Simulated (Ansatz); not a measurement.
# Single-point calculation, with input and output: SiC$_{16}$ (part 1 of 2)

System: SiC$_{16}$ (slab, 17 atoms in the cell).
Method: DFT PBE+D3(BJ), scalar-relativistic, plane waves, PAW, PAW set soft_1, spin-polarised (Ansatz 0.2.0).

The structure derives from a Materials Project entry. Figures and captions count atoms from 1; the log counts them from 0 in places.

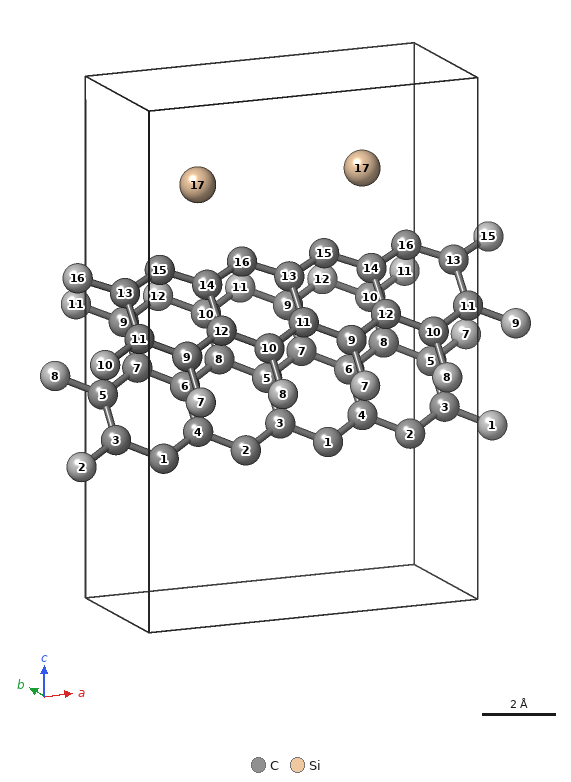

Fig. 1: The structure as given in the input (ball-and-stick view of the 2 × 1 repeat of the cell, with the vacuum cut short, seen slightly off an axis; neighbours outside the cell are drawn fainter; atoms are numbered from 1 in the order of the input). An atom can appear more than once, as a periodic image.

The input:
```yaml
crystal:
  lattice:
    - [4.9298676348, 0.0, 0.0]
    - [0.0, 4.4224271207, 0.0]
    - [0.0, 0.0, 22.6937313581]
  atoms:
    - { symbol: C, position: [0.25, 0.4155274479, 0.1762601283] }
    - { symbol: C, position: [0.75, 0.4155274479, 0.1762601283] }
    - { symbol: C, position: [0.0, 0.5195584896, 0.2001805573] }
    - { symbol: C, position: [0.5, 0.5195584896, 0.2001805573] }
    - { symbol: C, position: [0.0, 0.7272227604, 0.2480854171] }
    - { symbol: C, position: [0.5, 0.7272227604, 0.2480854171] }
    - { symbol: C, position: [0.25, 0.8312538021, 0.2720058461] }
    - { symbol: C, position: [0.75, 0.8312538021, 0.2720058461] }
    - { symbol: C, position: [0.25, 0.0442062586, 0.3198735144] }
    - { symbol: C, position: [0.75, 0.0442062586, 0.3198735144] }
    - { symbol: C, position: [0.0, 0.1500827603, 0.3425973154] }
    - { symbol: C, position: [0.5, 0.1500827603, 0.3425973154] }
    - { symbol: C, position: [0.0, 0.3779814405, 0.3900562972] }
    - { symbol: C, position: [0.5, 0.3779814405, 0.3900562972] }
    - { symbol: C, position: [0.25, 0.4764233498, 0.4095285703] }
    - { symbol: C, position: [0.75, 0.4764233498, 0.4095285703] }
    - { symbol: Si, position: [0.4166666667, 1.3097566831, 0.5196911505], spin: 2.0 }
basis:
  ecutwfc: 420
kpoints:
  mp_grid: { grid: [6, 6, 1] }
hamiltonian:
  xc: pbe
  pseudopotentials: { kind: paw, azcp: { folder: soft_1 } }
  dispersion: d3bj
scf:
  occupations: { method: gaussian, width: 0.05 }
output:
  forces: true
  eigenvalues: true
  populations: true
  write_density: true
  write_potential: true
  elf: true
  volumetric_format: npy
magnetization:
  spin_polarized: true
efield:
  axis: 3
  dipole_correction: true
  ramp_width: 0.04
```

Hardware: 2 threads of Arm Neoverse V1, 24 GiB of memory available, shared host.

Run as:
```bash
ansatz run input.yaml --threads 2 --pin off --max-ram 6144MiB --backend cpu --events-out ev --progress --plain --runs-dir out
```

The program's output:
```
Engine: ansatz 0.2.0, aarch64-unknown-linux-gnu
Pseudopotentials: kind: paw
Pseudopotential: C, paw, valence charge 4, recommended cutoff 420 eV (normal), [file]
Pseudopotential: Si, paw, valence charge 4, recommended cutoff 420 eV (normal), [file]
Functional definition: PBE
  parameter kappa = 0.804
  parameter beta = 0.06672455060314922
  exchange = pbe_x(kappa = kappa, mu = beta*pi^2/3)
  correlation = pbe_c(beta = beta)
Crystal: 17 atoms, lattice volume = 494.768 Å³
Basis set: ecut = 420 eV, 9653 PW (Γ), exchange–correlation on 72×60×320 points (8 copies of the dense FFT grid, shifted against one another)
Bands: 52, of which v1, the nominal top of the filled ones, is band 34 counted from 1 (33 counted from 0)
Symmetry: 1 space group operations
k-points: 20 of 36 (time reversal used)
Non-local potential: C, projectors of the file, l = 0: 2, l = 1: 2, l = 2: 1
Non-local potential: Si, projectors of the file, l = 0: 2, l = 1: 2, l = 2: 1
PAW form: soft (Blöchl's): semilocal exchange-correlation on the pseudo side does not see the compensation charge
PAW one-centre angular grid: C, 110 points (default); XC on 64 Gauss nodes
PAW one-centre angular grid: Si, 110 points (default); XC on 64 Gauss nodes
Initial density: superposition of atomic densities (neutral atoms: chi_scale 0, normalization atom)
Starting moments: Σ|m| = 2 μB on 1 of 17 sites
Initial wavefunctions: pseudopotential atomic-orbital guess
Functional: x = pbe(κ = 0.804, μ = 0.2195149727645171), c = pbe(β = 0.06672455060314922)
SCF iter   1: F=—  HF=-4650.689916 eV  |F-HF|=—  |Δ(HF+E_count)|=         —  Δρ=4.22e-2 (↑4.22e-2 ↓3.64e-2)  dr2=7.57e1  dr2_m=3.76e-1  M=0.788 μB ∫|m|=0.792 μB  β_m=0.30  ethr=3.10e-3  p=0.000 e·Å  D=1.93e-9 V/Å  ΔV_dip=-0.00 eV  dr2_dipole=2.77e1  V_vac-E_F(+/−)=8.49/8.49 eV  ⟨swp⟩=10.6  Hψ=12694  notcnv=0  defer=216
efield: sawtooth ramp at fractional position 0.8280 (placed from the atoms, in the widest stretch of the axis that holds none; the zero of the levels goes with the place), width 0.0400; the density the first Hamiltonian is built on has a dipole p = 0.000 e·Å; the dipole correction subtracts the counter field D = 1.93e-9 V/Å, which shifts the + side's vacuum level by -0.00 eV against the − side's; the planar-averaged density in the ramp window peaks in size at 4.8e-8 e/Å³
preconditioner: auto → LDOS  [metal: Δε(μ)=0.061 eV  Ē_g=14.258 eV  σ=0.050 eV  W_gap=0.46  n_scr=66 (ndim 8)  ℏωp=13.8 eV  f_vac=0.539  D(μ)=5.96/eV (n_scr^D=26)]
spin=Collinear: LDOS preconditioning applied to the charge; magnetization (m = ρ↑ − ρ↓) channel mixes plain (no charge-response kernel on spin).
SCF iter   2: F=—  HF=-4644.426356 eV  |F-HF|=—  |Δ(HF+E_count)|=    6.26e0  Δρ=2.88e-2 (↑2.88e-2 ↓2.56e-2)  dr2=3.74e1  dr2_m=1.99e-1  M=0.220 μB ∫|m|=0.247 μB  β_m=0.30  ethr=3.10e-3  p=0.069 e·Å  D=2.52e-2 V/Å  ΔV_dip=-0.57 eV  dr2_dipole=9.75e0  V_vac-E_F(+/−)=7.52/8.09 eV  ⟨swp⟩=2.0  Hψ=4107  notcnv=0  defer=355  κ⁻¹=1.0e0(r=1)
SCF iter   3: F=—  HF=-4638.150295 eV  |F-HF|=—  |Δ(HF+E_count)|=    6.28e0  Δρ=1.23e-2 (↑1.22e-2 ↓1.23e-2)  dr2=1.27e1  dr2_m=8.38e-2  M=0.168 μB ∫|m|=0.627 μB  β_m=0.30  ethr=3.10e-3  p=0.400 e·Å  D=1.46e-1 V/Å  ΔV_dip=-3.32 eV  dr2_dipole=5.20e-1  V_vac-E_F(+/−)=4.16/7.49 eV  ⟨swp⟩=3.8  Hψ=4372  notcnv=0  defer=376  κ⁻¹=3.1e-2(r=2)
SCF iter   4: F=—  HF=-4638.133613 eV  |F-HF|=—  |Δ(HF+E_count)|=   1.67e-2  Δρ=1.09e-2 (↑1.09e-2 ↓9.65e-3)  dr2=4.65e0  dr2_m=2.79e-2  M=0.770 μB ∫|m|=1.141 μB  β_m=0.30  ethr=3.10e-3  p=0.512 e·Å  D=1.87e-1 V/Å  ΔV_dip=-4.25 eV  dr2_dipole=1.37e0  V_vac-E_F(+/−)=3.34/7.59 eV  ⟨swp⟩=4.3  Hψ=3577  notcnv=0  defer=407  κ⁻¹=7.9e-3(r=3)
SCF iter   5: F=—  HF=-4638.037116 eV  |F-HF|=—  |Δ(HF+E_count)|=   9.65e-2  Δρ=1.13e-2 (↑1.13e-2 ↓8.20e-3)  dr2=7.86e0  dr2_m=6.29e-2  M=0.524 μB ∫|m|=0.816 μB  β_m=0.30  ethr=3.10e-3  p=0.348 e·Å  D=1.27e-1 V/Å  ΔV_dip=-2.89 eV  dr2_dipole=2.88e0  V_vac-E_F(+/−)=4.55/7.44 eV  ⟨swp⟩=3.5  Hψ=2363  notcnv=0  defer=408  κ⁻¹=5.9e-3(r=4)
SCF iter   6: F=—  HF=-4637.694911 eV  |F-HF|=—  |Δ(HF+E_count)|=   3.42e-1  Δρ=8.61e-3 (↑6.85e-3 ↓8.61e-3)  dr2=6.89e0  dr2_m=6.22e-2  M=1.286 μB ∫|m|=1.584 μB  β_m=1.00  ethr=3.10e-3  p=0.452 e·Å  D=1.65e-1 V/Å  ΔV_dip=-3.75 eV  dr2_dipole=4.09e0  V_vac-E_F(+/−)=3.42/7.17 eV  ⟨swp⟩=3.1  Hψ=4018  notcnv=0  defer=414  κ⁻¹=4.1e-4(r=5)
SCF iter   7: F=—  HF=-4637.867332 eV  |F-HF|=—  |Δ(HF+E_count)|=   1.72e-1  Δρ=1.06e-2 (↑8.34e-3 ↓1.06e-2)  dr2=3.16e0  dr2_m=2.82e-1  M=1.858 μB ∫|m|=2.200 μB  β_m=0.30  ethr=3.10e-3  p=0.307 e·Å  D=1.12e-1 V/Å  ΔV_dip=-2.55 eV  dr2_dipole=1.05e-1  V_vac-E_F(+/−)=4.39/6.94 eV  ⟨swp⟩=2.0  Hψ=1980  notcnv=0  defer=412  κ⁻¹=3.4e-4(r=6)
SCF iter   8: F=—  HF=-4638.028508 eV  |F-HF|=—  |Δ(HF+E_count)|=   1.61e-1  Δρ=1.35e-2 (↑6.98e-3 ↓1.35e-2)  dr2=5.09e0  dr2_m=3.01e-1  M=1.993 μB ∫|m|=2.424 μB  β_m=0.30  ethr=3.10e-3  p=0.299 e·Å  D=1.09e-1 V/Å  ΔV_dip=-2.48 eV  dr2_dipole=9.95e-2  V_vac-E_F(+/−)=4.26/6.74 eV  ⟨swp⟩=1.3  Hψ=2353  notcnv=0  defer=389  κ⁻¹=2.4e-4(r=7)
SCF iter   9: F=—  HF=-4638.097030 eV  |F-HF|=—  |Δ(HF+E_count)|=   6.85e-2  Δρ=1.25e-2 (↑4.86e-3 ↓1.25e-2)  dr2=4.42e0  dr2_m=2.06e-1  M=2.111 μB ∫|m|=2.600 μB  β_m=0.30  ethr=3.10e-3  p=0.312 e·Å  D=1.14e-1 V/Å  ΔV_dip=-2.59 eV  dr2_dipole=5.92e-1  V_vac-E_F(+/−)=4.04/6.62 eV  ⟨swp⟩=1.0  Hψ=1699  notcnv=0  defer=389  κ⁻¹=7.4e-5(r=8)
SCF iter  10: F=—  HF=-4638.106970 eV  |F-HF|=—  |Δ(HF+E_count)|=   9.94e-3  Δρ=9.58e-3 (↑3.54e-3 ↓9.58e-3)  dr2=4.01e0  dr2_m=1.16e-1  M=2.483 μB ∫|m|=2.856 μB  β_m=1.00  ethr=3.10e-3  p=0.325 e·Å  D=1.19e-1 V/Å  ΔV_dip=-2.70 eV  dr2_dipole=2.29e0  V_vac-E_F(+/−)=3.68/6.38 eV  ⟨swp⟩=1.4  Hψ=2159  notcnv=0  defer=392  κ⁻¹=3.3e-5(r=8)
SCF iter  11: F=—  HF=-4638.227811 eV  |F-HF|=—  |Δ(HF+E_count)|=   1.21e-1  Δρ=5.05e-3 (↑4.21e-3 ↓5.05e-3)  dr2=3.32e0  dr2_m=7.49e-3  M=2.620 μB ∫|m|=3.054 μB  β_m=1.00  ethr=3.10e-3  p=0.275 e·Å  D=1.01e-1 V/Å  ΔV_dip=-2.28 eV  dr2_dipole=1.78e0  V_vac-E_F(+/−)=3.78/6.06 eV  ⟨swp⟩=1.8  Hψ=2048  notcnv=0  defer=402  κ⁻¹=3.8e-5(r=8)
SCF iter  12: F=—  HF=-4638.214806 eV  |F-HF|=—  |Δ(HF+E_count)|=   1.30e-2  Δρ=4.86e-3 (↑4.65e-3 ↓4.86e-3)  dr2=2.83e0  dr2_m=1.79e-3  M=2.517 μB ∫|m|=3.053 μB  β_m=0.30  ethr=3.10e-3  p=0.232 e·Å  D=8.50e-2 V/Å  ΔV_dip=-1.93 eV  dr2_dipole=8.59e-1  V_vac-E_F(+/−)=3.98/5.91 eV  ⟨swp⟩=1.1  Hψ=2002  notcnv=0  defer=402  κ⁻¹=2.0e-5(r=8)
SCF iter  13: F=—  HF=-4638.213816 eV  |F-HF|=—  |Δ(HF+E_count)|=   9.91e-4  Δρ=4.99e-3 (↑4.71e-3 ↓4.99e-3)  dr2=2.82e0  dr2_m=1.70e-3  M=2.467 μB ∫|m|=3.042 μB  β_m=1.20  ethr=3.10e-3  p=0.230 e·Å  D=8.41e-2 V/Å  ΔV_dip=-1.91 eV  dr2_dipole=8.12e-1  V_vac-E_F(+/−)=3.97/5.87 eV  ⟨swp⟩=1.1  Hψ=1820  notcnv=0  defer=405
Mixer restart at iter 13: flushing history
spin-set hold released at iteration 13 (site moments contracting): the magnetisation degrees of freedom join the quasi-Newton model from the next iteration; the mixer history was flushed
SCF iter  14: F=—  HF=-4638.075919 eV  |F-HF|=—  |Δ(HF+E_count)|=   1.38e-1  Δρ=3.98e-3 (↑3.98e-3 ↓3.55e-3)  dr2=4.56e-1  dr2_m=1.90e-2  M=2.443 μB ∫|m|=3.241 μB  β_m=0.42  ethr=3.10e-3  p=0.161 e·Å  D=5.89e-2 V/Å  ΔV_dip=-1.34 eV  dr2_dipole=9.51e-3  V_vac-E_F(+/−)=3.97/5.31 eV  ⟨swp⟩=1.4  Hψ=1694  notcnv=0  defer=406
density mixer auto → msr1: a metal under ldos (density of states about μ 0.79 of a free-electron gas's, 66 screened modes)
SCF iter  15: F=—  HF=-4638.077574 eV  |F-HF|=—  |Δ(HF+E_count)|=   1.65e-3  Δρ=3.07e-3 (↑3.07e-3 ↓2.89e-3)  dr2=2.34e-1  dr2_m=2.10e-2  M=2.278 μB ∫|m|=3.435 μB  β_m=0.71  ethr=6.71e-4  p=0.124 e·Å  D=4.52e-2 V/Å  ΔV_dip=-1.03 eV  dr2_dipole=4.53e-2  V_vac-E_F(+/−)=3.95/4.98 eV  ⟨swp⟩=2.2  Hψ=2414  notcnv=0  defer=427
SCF iter  16: F=—  HF=-4638.132282 eV  |F-HF|=—  |Δ(HF+E_count)|=   5.47e-2  Δρ=2.97e-3 (↑2.97e-3 ↓2.62e-3)  dr2=1.84e-1  dr2_m=1.81e-2  M=2.038 μB ∫|m|=3.802 μB  β_m=0.68  ethr=3.44e-4  p=0.111 e·Å  D=4.05e-2 V/Å  ΔV_dip=-0.92 eV  dr2_dipole=6.35e-2  V_vac-E_F(+/−)=3.88/4.80 eV  ⟨swp⟩=2.6  Hψ=2839  notcnv=0  defer=430
SCF iter  17: F=—  HF=-4638.160427 eV  |F-HF|=—  |Δ(HF+E_count)|=   2.81e-2  Δρ=1.64e-3 (↑1.64e-3 ↓9.49e-4)  dr2=9.50e-2  dr2_m=4.75e-3  M=2.000 μB ∫|m|=4.191 μB  β_m=0.64  ethr=2.71e-4  p=0.116 e·Å  D=4.23e-2 V/Å  ΔV_dip=-0.96 eV  dr2_dipole=3.25e-2  V_vac-E_F(+/−)=3.82/4.78 eV  ⟨swp⟩=2.5  Hψ=3293  notcnv=0  defer=432
SCF iter  18: F=—  HF=-4638.161468 eV  |F-HF|=—  |Δ(HF+E_count)|=   1.04e-3  Δρ=1.06e-3 (↑1.06e-3 ↓7.72e-4)  dr2=3.71e-2  dr2_m=2.90e-3  M=2.000 μB ∫|m|=4.368 μB  β_m=0.82  ethr=1.40e-4  p=0.127 e·Å  D=4.63e-2 V/Å  ΔV_dip=-1.05 eV  dr2_dipole=1.67e-2  V_vac-E_F(+/−)=3.83/4.88 eV  ⟨swp⟩=2.6  Hψ=2451  notcnv=0  defer=415
SCF iter  19: F=—  HF=-4638.166909 eV  |F-HF|=—  |Δ(HF+E_count)|=   5.44e-3  Δρ=9.16e-4 (↑9.16e-4 ↓5.00e-4)  dr2=1.33e-2  dr2_m=1.78e-3  M=2.000 μB ∫|m|=4.525 μB  β_m=0.91  ethr=5.46e-5  p=0.136 e·Å  D=4.96e-2 V/Å  ΔV_dip=-1.12 eV  dr2_dipole=3.40e-3  V_vac-E_F(+/−)=3.83/4.95 eV  ⟨swp⟩=2.7  Hψ=2492  notcnv=0  defer=415
SCF iter  20: F=—  HF=-4638.174551 eV  |F-HF|=—  |Δ(HF+E_count)|=   7.64e-3  Δρ=5.13e-4 (↑5.13e-4 ↓4.11e-4)  dr2=3.31e-3  dr2_m=4.41e-4  M=2.000 μB ∫|m|=4.809 μB  β_m=0.85  ethr=1.95e-5  p=0.147 e·Å  D=5.39e-2 V/Å  ΔV_dip=-1.22 eV  dr2_dipole=1.87e-4  V_vac-E_F(+/−)=3.84/5.06 eV  ⟨swp⟩=2.9  Hψ=3452  notcnv=0  defer=416
SCF iter  21: F=—  HF=-4638.176327 eV  |F-HF|=—  |Δ(HF+E_count)|=   1.78e-3  Δρ=3.31e-4 (↑3.31e-4 ↓3.30e-4)  dr2=3.68e-3  dr2_m=2.48e-4  M=2.000 μB ∫|m|=4.922 μB  β_m=0.80  ethr=4.87e-6  p=0.152 e·Å  D=5.56e-2 V/Å  ΔV_dip=-1.26 eV  dr2_dipole=1.32e-3  V_vac-E_F(+/−)=3.84/5.10 eV  ⟨swp⟩=2.5  Hψ=3584  notcnv=0  defer=418
SCF iter  22: F=—  HF=-4638.176005 eV  |F-HF|=—  |Δ(HF+E_count)|=   3.23e-4  Δρ=1.85e-4 (↑1.85e-4 ↓1.57e-4)  dr2=3.27e-4  dr2_m=1.20e-4  M=2.000 μB ∫|m|=4.902 μB  β_m=0.90  ethr=4.87e-6  p=0.148 e·Å  D=5.40e-2 V/Å  ΔV_dip=-1.22 eV  dr2_dipole=1.09e-4  V_vac-E_F(+/−)=3.84/5.07 eV  ⟨swp⟩=2.2  Hψ=2850  notcnv=0  defer=418
SCF iter  23: F=—  HF=-4638.176541 eV  |F-HF|=—  |Δ(HF+E_count)|=   5.36e-4  Δρ=1.27e-4 (↑1.26e-4 ↓1.27e-4)  dr2=1.17e-4  dr2_m=5.77e-5  M=2.000 μB ∫|m|=4.953 μB  β_m=0.89  ethr=4.81e-7  p=0.147 e·Å  D=5.38e-2 V/Å  ΔV_dip=-1.22 eV  dr2_dipole=3.36e-7  V_vac-E_F(+/−)=3.84/5.06 eV  ⟨swp⟩=2.6  Hψ=3061  notcnv=0  defer=418
SCF iter  24: F=—  HF=-4638.176829 eV  |F-HF|=—  |Δ(HF+E_count)|=   2.88e-4  Δρ=9.23e-5 (↑9.23e-5 ↓7.59e-5)  dr2=5.29e-5  dr2_m=2.63e-5  M=2.000 μB ∫|m|=5.035 μB  β_m=0.88  ethr=1.72e-7  p=0.147 e·Å  D=5.38e-2 V/Å  ΔV_dip=-1.22 eV  dr2_dipole=1.26e-8  V_vac-E_F(+/−)=3.85/5.07 eV  ⟨swp⟩=3.3  Hψ=3814  notcnv=0  defer=418
SCF iter  25: F=—  HF=-4638.176878 eV  |F-HF|=—  |Δ(HF+E_count)|=   4.92e-5  Δρ=6.70e-5 (↑6.70e-5 ↓4.22e-5)  dr2=1.58e-5  dr2_m=1.20e-5  M=2.000 μB ∫|m|=5.034 μB  β_m=0.94  ethr=7.78e-8  p=0.147 e·Å  D=5.38e-2 V/Å  ΔV_dip=-1.22 eV  dr2_dipole=6.93e-7  V_vac-E_F(+/−)=3.85/5.07 eV  ⟨swp⟩=2.5  Hψ=3160  notcnv=0  defer=418
SCF iter  26: F=—  HF=-4638.176913 eV  |F-HF|=—  |Δ(HF+E_count)|=   3.56e-5  Δρ=3.80e-5 (↑3.78e-5 ↓3.80e-5)  dr2=1.99e-5  dr2_m=4.03e-6  M=2.000 μB ∫|m|=5.030 μB  β_m=0.93  ethr=2.33e-8  p=0.147 e·Å  D=5.38e-2 V/Å  ΔV_dip=-1.22 eV  dr2_dipole=1.10e-6  V_vac-E_F(+/−)=3.85/5.07 eV  ⟨swp⟩=3.0  Hψ=3588  notcnv=0  defer=418
SCF iter  27: F=—  HF=-4638.176926 eV  |F-HF|=—  |Δ(HF+E_count)|=   1.30e-5  Δρ=2.22e-5 (↑2.22e-5 ↓1.70e-5)  dr2=2.49e-6  dr2_m=1.46e-6  M=2.000 μB ∫|m|=5.034 μB  β_m=0.97  ethr=2.33e-8  p=0.147 e·Å  D=5.39e-2 V/Å  ΔV_dip=-1.22 eV  dr2_dipole=5.33e-9  V_vac-E_F(+/−)=3.85/5.07 eV  ⟨swp⟩=3.0  Hψ=3367  notcnv=0  defer=418
SCF iter  28: F=—  HF=-4638.176934 eV  |F-HF|=—  |Δ(HF+E_count)|=   8.00e-6  Δρ=1.07e-5 (↑1.07e-5 ↓8.22e-6)  dr2=1.97e-6  dr2_m=2.27e-7  M=2.000 μB ∫|m|=5.042 μB  β_m=0.89  ethr=3.66e-9  p=0.147 e·Å  D=5.39e-2 V/Å  ΔV_dip=-1.22 eV  dr2_dipole=5.40e-8  V_vac-E_F(+/−)=3.85/5.07 eV  ⟨swp⟩=3.0  Hψ=3779  notcnv=0  defer=418
SCF iter  29: F=—  HF=-4638.176935 eV  |F-HF|=—  |Δ(HF+E_count)|=   4.68e-7  Δρ=5.24e-6 (↑5.24e-6 ↓4.73e-6)  dr2=3.12e-7  dr2_m=8.06e-8  M=2.000 μB ∫|m|=5.045 μB  β_m=0.92  ethr=2.89e-9  p=0.147 e·Å  D=5.39e-2 V/Å  ΔV_dip=-1.22 eV  dr2_dipole=8.11e-11  V_vac-E_F(+/−)=3.85/5.07 eV  ⟨swp⟩=2.7  Hψ=3071  notcnv=0  defer=418
SCF iter  30: F=—  HF=-4638.176935 eV  |F-HF|=—  |Δ(HF+E_count)|=   1.55e-7  Δρ=2.58e-6 (↑2.58e-6 ↓2.54e-6)  dr2=1.02e-7  dr2_m=1.68e-8  M=2.000 μB ∫|m|=5.045 μB  β_m=0.85  ethr=4.58e-10  p=0.147 e·Å  D=5.39e-2 V/Å  ΔV_dip=-1.22 eV  dr2_dipole=8.93e-9  V_vac-E_F(+/−)=3.85/5.07 eV  ⟨swp⟩=2.0  Hψ=2895  notcnv=0  defer=418
SCF iter  31: F=-4638.176935 eV  HF=-4638.176935 eV  |F-HF|=1.42e-8  |Δ(HF+E_count)|=   3.32e-8  Δρ=1.17e-6 (↑1.17e-6 ↓1.01e-6)  dr2=2.34e-8  dr2_m=3.33e-9  M=2.000 μB ∫|m|=5.045 μB  ethr=1.47e-10  p=0.147 e·Å  D=5.39e-2 V/Å  ΔV_dip=-1.22 eV  dr2_dipole=3.54e-9  V_vac-E_F(+/−)=3.85/5.07 eV  ⟨swp⟩=34.2  Hψ=23414  notcnv=0
SCF 1 converged in 31 iterations: F = -4638.176935 eV  dr2 = 2.34e-8
  greatest PAW one-centre occupation: 0.756 electrons in one spin orbital (limit 2), on the Si atom at site 16 (counted from 0), in its partial waves of l = 0
```

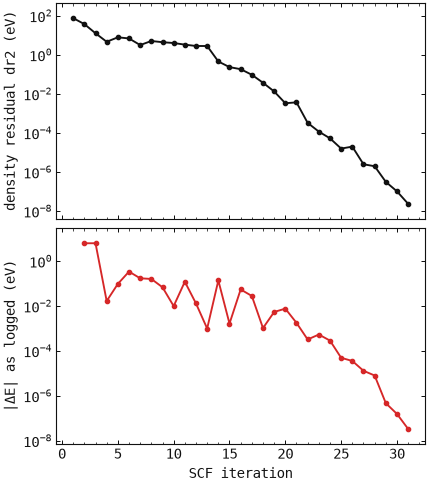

Fig. 2: Convergence of the self-consistent field: density residual dr2 and size of the energy change against the SCF iteration. The residual falls almost steadily, with no more than small rises.
